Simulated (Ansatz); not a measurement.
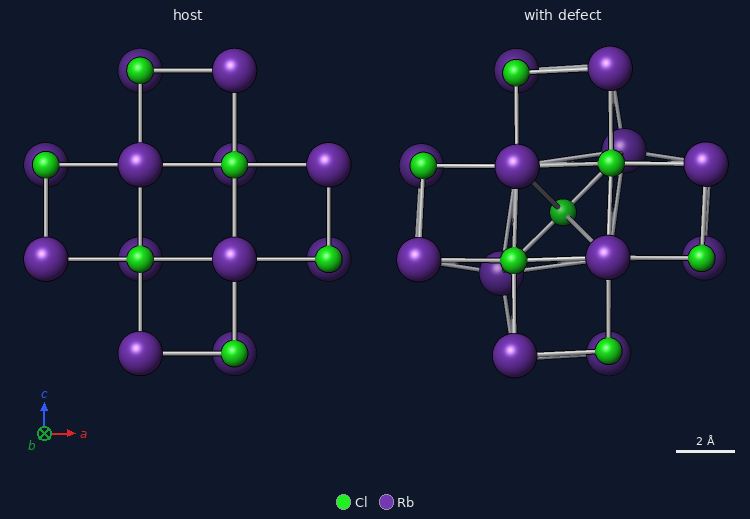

Left: perfect RbCl. Right: the same region with one point defect, after relaxing the atoms in a supercell of 64 sites. Style: ball-and-stick. Shown: the atoms within 6.0 Å of one point, in a slice 5.0 Å thick across the line of sight, along the b axis.

These are results of DFT, PBEsol, PAW, plane waves in Ansatz 0.2.0, not measurements. Settings: plane-wave cutoff 420 eV; k-point mesh 1 × 1 × 1; mesh shifted by (0.25, 0.25, 0.25); no spin polarisation. Fermi-Dirac smearing of 0.01 eV. A uniform background neutralises the charged cell. The axes drawn are those of the host's conventional cell.

### Which defect is it?

An extra chlorine atom is put between the host's atoms (an interstitial).

The charge state of the cell is +1.

### How does the lattice respond?

The Cl atom starts with 4 Rb at 2.83 to 2.84 Å, 4 Cl at 2.83 to 2.84 Å around its place and ends with 2 Cl at 2.27 Å. Of the host's atoms, a rubidium atom moves furthest from its site, by 0.70 Å. The Cl atom itself moves 1.62 Å from where it was put.

Limits of the set-up: the cell is charged, on a uniform background, and energies carry no finite-size correction.
